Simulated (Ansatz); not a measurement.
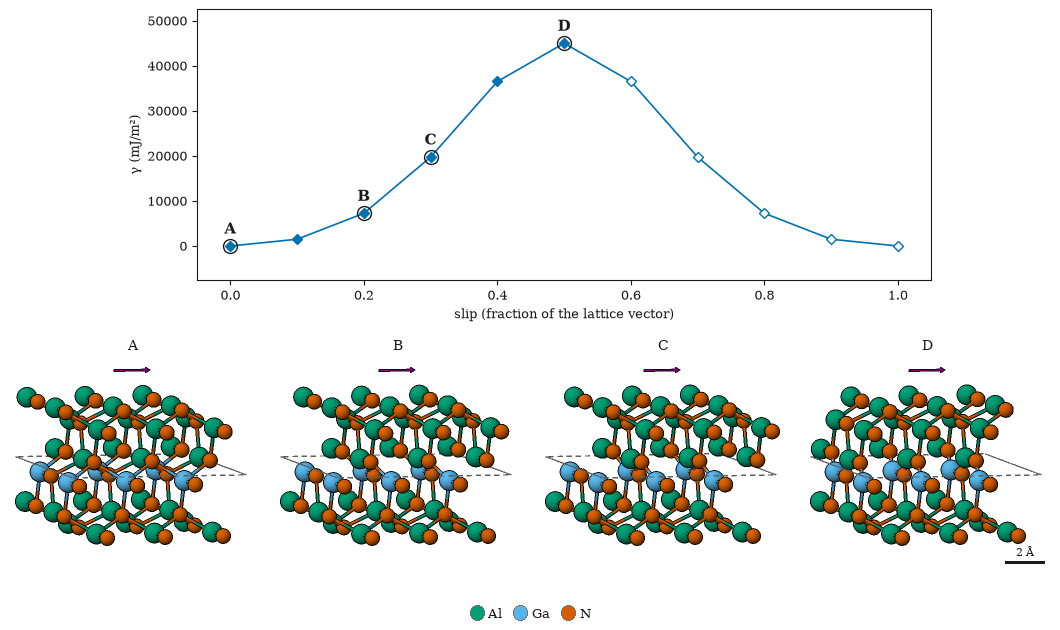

Crystalline Al3GaN4 (Pm): the crystal above a cut along the (0 0 1) plane of the conventional cell (between a plane of Ga/N below and one of Al/N above, 0.91 Å apart) is slid rigidly by fractions of an in-plane lattice vector 3.12 Å long (a generalised stacking fault). One cut stands in each cell, which starts 10.8 Å high; nothing is relaxed, and the dashed outline marks the cut, the arrow on top the direction of slip. The lettered frames are marked on the plot. Hollow markers are points alike by symmetry, not computed again. Style: ball-and-stick. Shown: the layers on both sides of the cut, from the side, nearly along the cut plane, with a slight tilt.

Level of theory: DFT r2SCAN, scalar-relativistic, plane waves, PAW (Ansatz 0.2.0). (plane-wave cutoff 500 eV; k-point mesh 5 × 7 × 2; occupations gaussian; smearing width 0.05 eV; no spin polarisation). Energies (free energies at the smearing named) are counted from the relaxed crystal.

Question: What does the scan show?

Answer: The curve starts and ends at zero, since a full lattice vector restores the crystal. Its highest computed point is 45011 mJ/m² at slip 0.50, which the unstable stacking-fault energy of this rigid path equals or slightly exceeds. No local minimum shows among the points, so there is no metastable fault on this line. The path is symmetric about half-way. Relaxation across the fault would lower the values.

The computed points:

| slip (fraction of the lattice vector) | γ (mJ/m²) |
| --- | --- |
| 0.00 | 0 |
| 0.10 | 1501 |
| 0.20 | 7258 |
| 0.30 | 19747 |
| 0.40 | 36514 |
| 0.50 | 45011 |
| 0.60 | 36514 |
| 0.70 | 19747 |
| 0.80 | 7258 |
| 0.90 | 1501 |
| 1.00 | 0 |

Points that are alike by symmetry were computed once.
